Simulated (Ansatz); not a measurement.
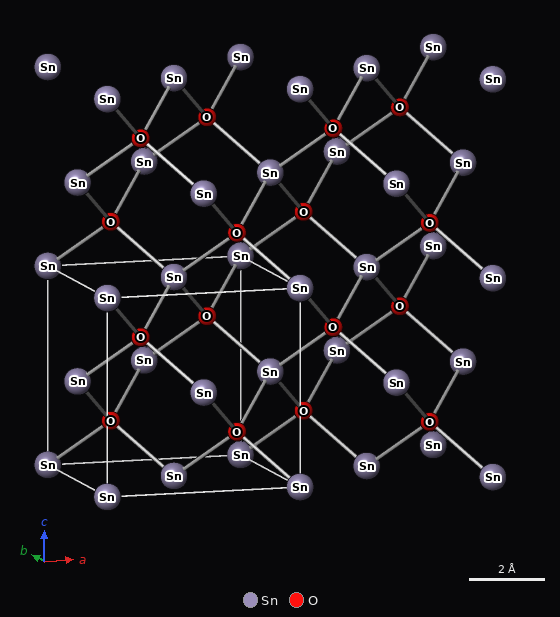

Reference structure: a crystal of SnO (built on the zincblende type) at its r2SCAN-relaxed geometry. A ball-and-stick model of the conventional cell (4 times the calculation's cell), repeated 2 × 1 × 2 with one cell outlined, seen slightly off an axis. Lengths and directions refer to the drawn axes.

Computed with DFT, PBE, plane waves, PAW in Ansatz 0.2.0. (plane-wave cutoff 420 eV; k-point mesh 8 × 8 × 8; occupations fermi dirac; smearing width 0.02 eV; no spin polarisation)

Change: The cell is strained by +5.0 % along a and none across it (volume +5.0 %). The atoms were relaxed with r2SCAN under that strain, and this is a single point on that geometry.

**Predict the response.**

Some distances before and after: O–Sn 2.345 → 2.385 Å. The space group (tolerance 0.01 Å) goes from F-43m (No. 216) to I-4m2 (No. 119). It lowers the energy by 4.4 meV per atom. The pressure goes from 2.4 to −0.8 GPa. The principal stresses (compression positive) are −1.0 GPa along a and −0.7 GPa across it. All forces vanish by symmetry. It is metallic before and after.

Drawn alike, the variant:

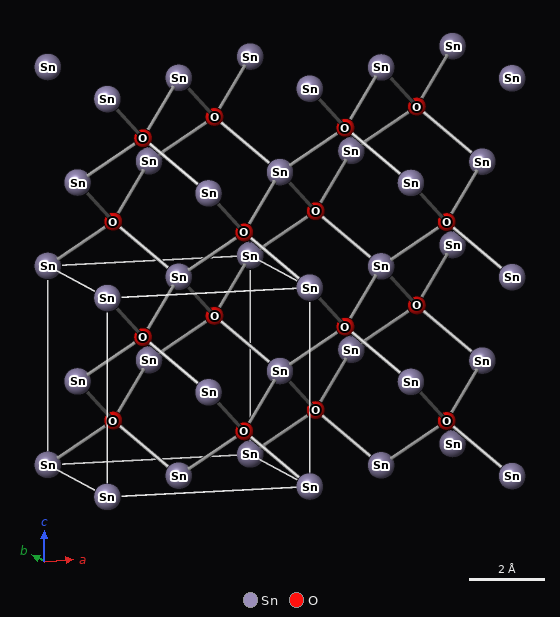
